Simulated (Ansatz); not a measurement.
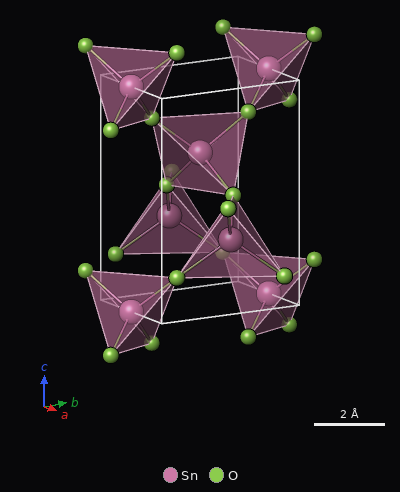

Figure 1. The structure (polyhedral view of the cell of the calculation, seen slightly off an axis; polyhedra are completed across the faces of the cell). An atom can appear more than once, as a periodic image.

# Single-point calculation of SnO₂

System: SnO₂ (P6₄22, 9 atoms in the cell).
Method: DFT LDA, scalar-relativistic, plane waves, PAW, no spin polarisation (Ansatz 0.2.0).

The structure was made by swapping elements on the sites of another compound; it need not be a known phase. It belongs to a series of runs on one base structure; here: band edges sought over the zone.

What the program printed
```
Engine: ansatz 0.2.0, x86_64-unknown-linux-gnu
Pseudopotentials: kind: paw
Pseudopotential: Sn, paw, valence charge 14, recommended cutoff 420 eV (normal), Sn.paw.azcp
Pseudopotential: O, paw, valence charge 6, recommended cutoff 420 eV (normal), O.paw.azcp
Functional definition: SPW92
  exchange = slater_x
  correlation = pw_c
Crystal: 9 atoms, lattice volume = 198.164 Å³
Basis set: ecut = 420 eV, 3861 PW (Γ)
Bands: 48, of which v1, the nominal top of the filled ones, is band 39 counted from 1 (38 counted from 0)
Symmetry: 12 space group operations
Space group: P6422 (ITA 181), of the structure as read, at distance tolerance 5.8e-5 Å
k-points: 21 of 144 (time reversal used)
Non-local potential: Sn, projectors of the file, l = 0: 2, l = 1: 2, l = 2: 2, l = 3: 2
Non-local potential: O, projectors of the file, l = 0: 2, l = 1: 2, l = 2: 1
PAW form: soft (Blöchl's): semilocal exchange-correlation on the pseudo side does not see the compensation charge
PAW frozen core: Sn, regenerated for the run's functional, and the local potential with it (the file was generated under x = pbe(κ = 0.804, μ = 0.2195149727645171), c = pbe(β = 0.06672455060314922))
PAW frozen core: O, regenerated for the run's functional, and the local potential with it (the file was generated under x = pbe(κ = 0.804, μ = 0.2195149727645171), c = pbe(β = 0.06672455060314922))
PAW one-centre angular grid: Sn, 590 points (default); XC on 64 Gauss nodes
PAW one-centre angular grid: O, 110 points (default); XC on 64 Gauss nodes
Initial density: read from a saved state, or passed on in memory by an earlier SCF of this step, an earlier step, the calling program or the single point that the run made first
Initial wavefunctions: pseudopotential atomic-orbital guess
Functional: x = slater, c = lda
iter 1 solved again at ethr=2.39e-7 eV; its pass at ethr=3.10e-3 eV (dr2=1.87e-4 eV) is discarded
SCF iter   1: F=—  HF=-20965.426390 eV  |F-HF|=—  |Δ(HF+E_count)|=         —  Δρ=9.77e-7  dr2=1.04e-9  ethr=2.39e-7  ⟨swp⟩=4.1  Hψ=7420  notcnv=0
eigensolver tolerance schedule: the retry pair's looser diagonalisation over-reported the residual by 179259.05 of it (diagonalisation noise at an unbounded share of the residual, at the tolerance the schedule requests for it); recorded, not acted on — ethr = c·dr2/N_el stays at c = 1.0e-1
preconditioner: auto → Resta (q_TF=auto, 2.336 Å⁻¹)  ε∞=2.7  [insulator: Δε(μ)=2.021 eV  Ē_g=17.749 eV  σ=0.020 eV  W_gap=1.00  n_scr=52 (ndim 8)  ℏωp=23.3 eV  f_vac=0.336  D(μ)=0.00/eV (n_scr^D=0)  ε∞_Penn≈2.7]
SCF iter   2: F=—  HF=-20965.426441 eV  |F-HF|=—  |Δ(HF+E_count)|=   5.12e-5  Δρ=7.11e-7  dr2=6.38e-10  ethr=1.34e-12  ⟨swp⟩=8.6  Hψ=4648  notcnv=0
SCF iter   3: F=-20965.426441 eV  HF=-20965.426441 eV  |F-HF|=9.46e-11  |Δ(HF+E_count)|=  1.46e-10  Δρ=4.11e-7  dr2=1.73e-10  ethr=1.00e-12  ⟨swp⟩=1.6  Hψ=2512  notcnv=0
SCF 1 converged in 3 iterations: F = -20965.426441 eV  dr2 = 1.73e-10
  greatest PAW one-centre occupation: 0.995 electrons in one spin orbital (limit 2), on the Sn atom at site 0 (counted from 0), in its partial waves of l = 2
NSCF: frozen V_eff on 28 k-points
NSCF: frozen V_eff on 28 k-points
NSCF: frozen V_eff on 28 k-points
NSCF: frozen V_eff on 28 k-points
NSCF: frozen V_eff on 13 k-points
NSCF: frozen V_eff on 8 k-points
NSCF: frozen V_eff on 3 k-points
NSCF: frozen V_eff on 3 k-points
NSCF: frozen V_eff on 3 k-points
SCF converged after 3 iterations
Free energy (F): -20965.426441 eV
Harris-Foulkes:  -20965.426441 eV  (|F-HF|=9.46e-11)
Internal energy: -20965.426441 eV  (E = F + TS)
E sigma→0 (E₀):  -20965.426441 eV
Fermi energy:    1.954482 eV
--- Per-component energies (eV) ---
  E_band       = -763.192299
  E_kinetic    = 1609.200614
  E_local      = -8017.332786  (includes V_loc(G=0)·N_el)
  E_nonlocal   = 227.047932
  E_hartree    = 3796.234257
  E_xc         = -1556.094725
  E_vxc        = -837.146926  (∫ρ·V_xc dr)
  E_paw        = -12901.046030  (= ΣΔE_a)
  E_vpaw       = -1337.444099  (= ΣTr[D̂ρ^β])
  E_aug_tail   = 0.015105  (compensation charges beyond the density's cutoff)
  E_ewald      = -4125.307032
  E_core_change = 1.856224  (= ΣΔE_core)
  E_smearing   = -0.000000  (= −TS)
  E_closure    = 0.000000  (closes the sum)
  Σ components = -20965.426441   (vs F -20965.426441, Δ=0.00e0)
--- Forces (eV/Å), atoms counted from 1 ---
  atom   1  Sn     0.00000000    -0.00000000    -0.00000000
  atom   2  Sn    -0.00000000    -0.00000000    -0.00000000
  atom   3  Sn    -0.00000000    -0.00000000    -0.00000000
  atom   4  O     -0.00605352    -0.00349500    -0.00000000
  atom   5  O      0.00000000    -0.00699000     0.00000000
  atom   6  O     -0.00605352     0.00349500     0.00000000
  atom   7  O      0.00605352     0.00349500     0.00000000
  atom   8  O     -0.00000000     0.00699000    -0.00000000
  atom   9  O      0.00605352    -0.00349500    -0.00000000
  max |Σ_I F_I| component: 4.50e-17 eV/Å
--- Stress (GPa, compression-positive) ---
        0.023956      -0.000000       0.000000
       -0.000000       0.023956      -0.000000
        0.000000      -0.000000      -0.045222
  P = ⅓ Tr σ = 0.0009 GPa (0.009 kbar)
--- Band table (eV; the first three rows and the last of 21) ---
  k-point 0: bands = ["-19.1432", "-19.0368", "-19.0368", "-18.9465", "-18.9465", "-18.4588", "-18.4588", "-18.4373", "-18.3430", "-18.2418", "-18.1980", "-18.1980", "-18.1818", "-18.1818", "-18.1424", "-16.0563", "-14.3862", "-14.3862", "-13.8604", "-13.8604", "-13.5395", "-5.7840", "-5.7840", "-2.8849", "-2.3375", "-2.0467", "-2.0467", "-0.7665", "-0.5909", "-0.1152", "-0.1152", "0.4572", "0.4572", "0.6413", "0.6413", "0.6877", "0.8114", "0.8114", "0.8936", "2.9647", "7.0227", "7.0227", "8.6000", "8.6670", "8.8589", "8.8589", "9.2948", "9.2948"]
  k-point 1: bands = ["-19.1339", "-19.0731", "-19.0314", "-19.0095", "-18.8136", "-18.5030", "-18.4844", "-18.4223", "-18.3542", "-18.2348", "-18.2060", "-18.2054", "-18.1755", "-18.1726", "-18.1463", "-15.9068", "-14.9657", "-13.9447", "-13.9143", "-13.7482", "-13.5659", "-6.5720", "-4.7152", "-2.8809", "-2.6904", "-2.5038", "-1.5484", "-0.7009", "-0.3976", "-0.3694", "0.1419", "0.3086", "0.4365", "0.4628", "0.5819", "0.6062", "0.6938", "0.9007", "0.9011", "3.5188", "5.8682", "7.9836", "8.6524", "8.8388", "8.8807", "9.1276", "9.2029", "9.3365"]
  k-point 2: bands = ["-19.1085", "-19.1085", "-19.0605", "-18.9993", "-18.6519", "-18.6519", "-18.4936", "-18.3838", "-18.3838", "-18.2211", "-18.2211", "-18.2093", "-18.1720", "-18.1575", "-18.1575", "-15.5095", "-15.5095", "-13.9758", "-13.7255", "-13.6406", "-13.6406", "-6.8690", "-3.5906", "-3.5906", "-2.7860", "-2.7860", "-1.2989", "-0.5594", "-0.5594", "0.0348", "0.0348", "0.2593", "0.2663", "0.2663", "0.4668", "0.6239", "0.6951", "0.9137", "0.9137", "4.6400", "4.6400", "8.5234", "8.7997", "8.7997", "8.9085", "9.1665", "9.1665", "9.9706"]
  k-point 20: bands = ["-19.1279", "-19.0349", "-19.0349", "-18.9173", "-18.9173", "-18.5690", "-18.4428", "-18.4253", "-18.4253", "-18.2236", "-18.2008", "-18.2008", "-18.1784", "-18.1784", "-18.1577", "-15.5141", "-14.6504", "-14.6504", "-13.8660", "-13.8660", "-13.6028", "-5.2332", "-5.2332", "-4.2713", "-2.0616", "-2.0616", "-1.9375", "-0.8121", "-0.5130", "-0.5130", "0.2312", "0.3508", "0.3508", "0.6413", "0.6413", "0.6885", "0.7441", "0.7997", "0.7997", "4.4466", "6.4627", "6.4627", "7.9163", "8.3577", "8.3577", "9.7999", "9.7999", "10.6557"]
```

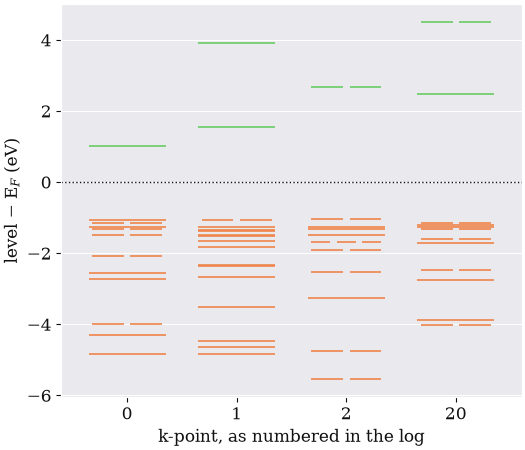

Figure 2. Kohn–Sham levels near the Fermi level (dotted) at the few k-points that the log prints; levels within 0.02 eV of each other stand side by side. Among these points the highest filled and lowest empty levels are 2.05 eV apart; the gap on the full mesh, 2.02 eV, has an edge at a point that isn't printed.

This output came from the following input.

The input
```yaml
crystal:
  lattice:
    - [5.9018259557, 0.0, 0.0]
    - [-2.9509129779, 5.1111312063, 0.0]
    - [0.0, 0.0, 6.5693198225]
  atoms:
    - { symbol: Sn, position: [0.0, 0.5, 0.3333333333] }
    - { symbol: Sn, position: [0.5, 0.5, 0.6666666667] }
    - { symbol: Sn, position: [0.5, 0.0, 0.0] }
    - { symbol: O, position: [0.6067117539, 0.8033558769, 0.8333333333] }
    - { symbol: O, position: [0.8033558769, 0.6067117539, 0.5] }
    - { symbol: O, position: [0.8033558769, 0.1966441231, 0.1666666667] }
    - { symbol: O, position: [0.3932882461, 0.1966441231, 0.8333333333] }
    - { symbol: O, position: [0.1966441231, 0.3932882461, 0.5] }
    - { symbol: O, position: [0.1966441231, 0.8033558769, 0.1666666667] }
basis:
  ecutwfc: 420
kpoints:
  mp_grid: { grid: [6, 6, 4] }
  band_path: { path: [VBM, CBM], npoints: 2 }
hamiltonian:
  xc: lda
scf:
  occupations: { method: gaussian, width: 0.02 }
output:
  forces: true
  stress: true
  eigenvalues: true
checkpoint:
  read: start.run
  write: ck
  compress: false
  write_wavefunctions: false
  write_every: 100000
```

Launched with:
```bash
ansatz run input.yaml --threads 2 --pin off --max-ram 5120MiB --backend cpu --events-out ev --progress --plain --runs-dir out
```

Summary

- outcome: converged
- space group (tolerance 0.01 Å): P6₄22 (181)
- electrons treated: 78
- free energy: −20965.4264 eV
- Fermi energy: 1.954 eV
- gap on the k-point mesh: 2.02 eV
- gap on the band path: 2.02 eV
- pressure: 0.00 GPa
- largest force (length of the vector): 0.007 eV/Å
- hardware: 2 threads of Oxide Virtual Turin-like (Zen 5), 32 GiB of memory available, shared host
- wall time: 20 s (CPU time 39 s)
- peak memory: 0.52 GiB
